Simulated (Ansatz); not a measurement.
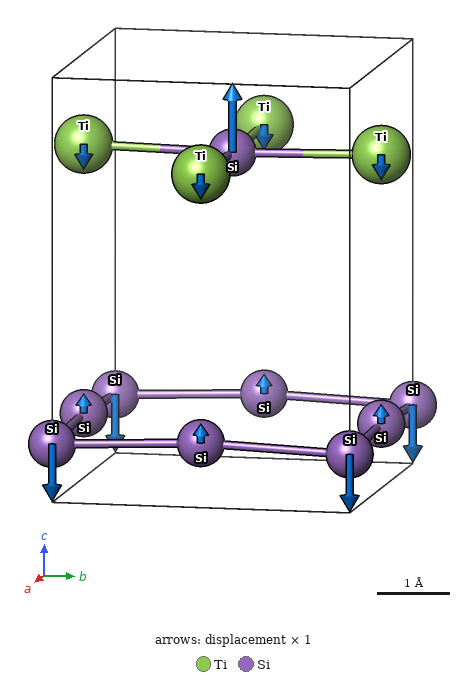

This is a relaxation of crystalline TiSi₂ (a generated structure, set up in P4mm) (coarse preliminary run). The starting structure is drawn; blue arrows show the displacements (the part carried along by the change of the cell is left out), at their true length.

The picture is a ball-and-stick view of the cell of the calculation, seen slightly off an axis.

The calculation used DFT PBE, scalar-relativistic, plane waves, PAW (Ansatz 0.2.0). Settings: plane-wave cutoff 420 eV; k-point mesh 4 × 4 × 4; occupations gaussian; smearing width 0.1 eV; no spin polarisation; cell and atoms relaxed; force threshold 0.04 eV/Å; at most 70 steps.

Q: What did the optimiser do to the structure, and how much energy did it gain?

A: The largest move relative to the cell is that of a Si atom, 1.00 Å along +c. By element the largest moves are Si 1.00 Å, Ti 0.37 Å. The drawn cell changes as follows: a = b 4.244 → 4.560 Å (+7.5 %), c 6.007 → 5.135 Å (−14.5 %); the volume changes by −1.3 %. Some distances before and after: Si–Ti 3.807 → 2.601 Å, Si–Ti 2.122 → 2.638 Å, Si–Si 3.089 → 2.580 Å, Si–Si 2.124 → 2.570 Å. New bonds form, among them: Si–Ti (3.81 → 2.60 Å). Bond angles that change, for instance: Si–Ti–Si 177.6° → 119.6°, Ti–Si–Ti 177.6° → 119.6°, Si–Si–Si 175.4° → 125.0°. The space group stays P4mm (No. 99). After 8 accepted moves (9 points after the start) the energy has fallen by 1447 meV per atom. Largest force component: 4.3 eV/Å at the start, 0.017 eV/Å at the end. The pressure goes from 36.56 to 0.02 GPa. The SCF was repeated once at an unchanged geometry on a basis and grid sized afresh for the cell, which shifted the energy by 0.5 meV per atom at most.

Limits of the set-up: the k-point mesh is coarse for a cell with partly filled bands.
